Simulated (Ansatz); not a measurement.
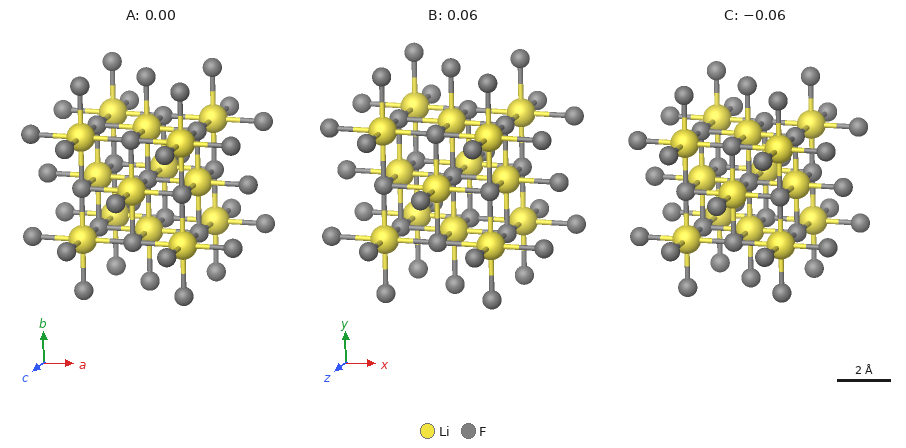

Solid LiF (Fm-3m): the cell is strained equally along x and y, with the atoms kept at their fractional coordinates. x, y and z are the Cartesian axes of the input. A ball-and-stick model of the conventional cell (4 times the calculation's cell), seen along the c axis, with a slight tilt. Lengths and directions refer to the drawn axes.

All numbers below come from DFT r2SCAN, scalar-relativistic, plane waves, PAW (Ansatz 0.2.0). Settings: plane-wave cutoff 500 eV; k-point mesh 10 × 10 × 10; occupations gaussian; smearing width 0.05 eV; no spin polarisation. Energies (free energies at the smearing named) are counted from the cell as listed in its source, which wasn't relaxed.

### Rank the frames from lowest to highest energy.

Lowest first: A (the strain 0.00, 0.0 meV/atom), C (the strain −0.06, 25.7 meV/atom), B (the strain 0.06, 36.8 meV/atom). Over the whole scan: the lowest computed point lies at the strain −0.015 (−1.2 meV/atom). The unrelaxed reference is under a pressure of −2.1 GPa, which tilts the curve. The distortion takes the space group from Fm-3m to I4/mmm. At the strain −0.06 the cell of the drawing goes a 4.028 → 3.786 Å, b 4.028 → 3.786 Å.
